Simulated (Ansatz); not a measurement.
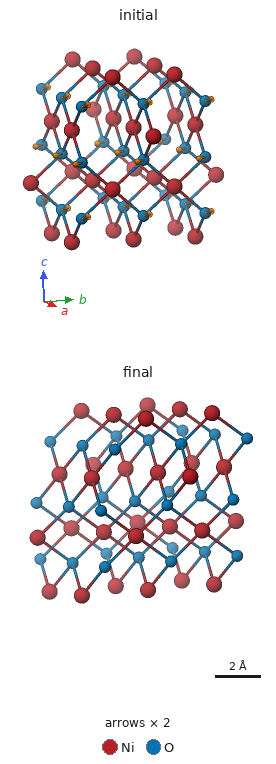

The structure of a crystal of NiO (a generated structure, set up in C2/c) (coarse preliminary run) before (top) and after (bottom) a relaxation, at one scale. The orange arrows give the displacements (the part carried along by the change of the cell is left out), magnified 2 times.

A ball-and-stick model of the atoms within 5.0 Å of the atom that moves most (axes of the cell of the calculation), seen slightly off an axis.

Case: Cu → Ni on all its sites, cell and atoms relaxed.

Method: DFT PBE+U, scalar-relativistic, plane waves, PAW (Ansatz). Settings: plane-wave cutoff 420 eV; k-point mesh 8 × 8 × 4; occupations gaussian; smearing width 0.1 eV; U Ni 6.2 eV; collinear spin; cell and atoms relaxed; force threshold 0.05 eV/Å; at most 60 steps.

### What changed between the two?

The run was cut off at its time limit before the relaxation converged, so the last structure is only a point on the way. The energy falls by 0.882 eV per cell of the calculation in 11 accepted moves (12 points after the start). The largest force component goes from 0.29 to 0.36 eV/Å. Pressure: 25.75 GPa at the start and −5.64 GPa at the end. At 1 point the geometry stayed and the basis and grid were re-selected for the new cell (energy shift of 45.1 meV per cell of the calculation at most each time). The largest moves relative to the cell, 0.43 Å, are those of O atoms. Ni stays in place. The volume changes by +2.0 %, with a = b 2.887 → 2.971 Å (+2.9 %), c 5.040 → 5.338 Å (+5.9 %), α 90.1° → 81.7°, β 90.1° → 81.7°, γ 89.8° → 67.5°. Among the contacts that change: Ni–O 1.916 → 2.077 Å, Ni–O 1.916 → 2.008 Å. Among the angles between lasting bonds that change: Ni–O–Ni 115.7° → 157.4°, Ni–O–Ni 115.5° → 100.4°, Ni–O–Ni 115.9° → 105.6°. Within 0.06 Å the space group is P4_2/mmc at the start and C2/c at the end; at a tighter tolerance small leftover displacements or strains of the cell lower it. The program noted that the starting moments weren't kept. The run took 5.4 min on 2 threads of Intel(R) Xeon(R) Platinum 8488C (Sapphire Rapids), on a shared host, peak memory 0.88 GiB.
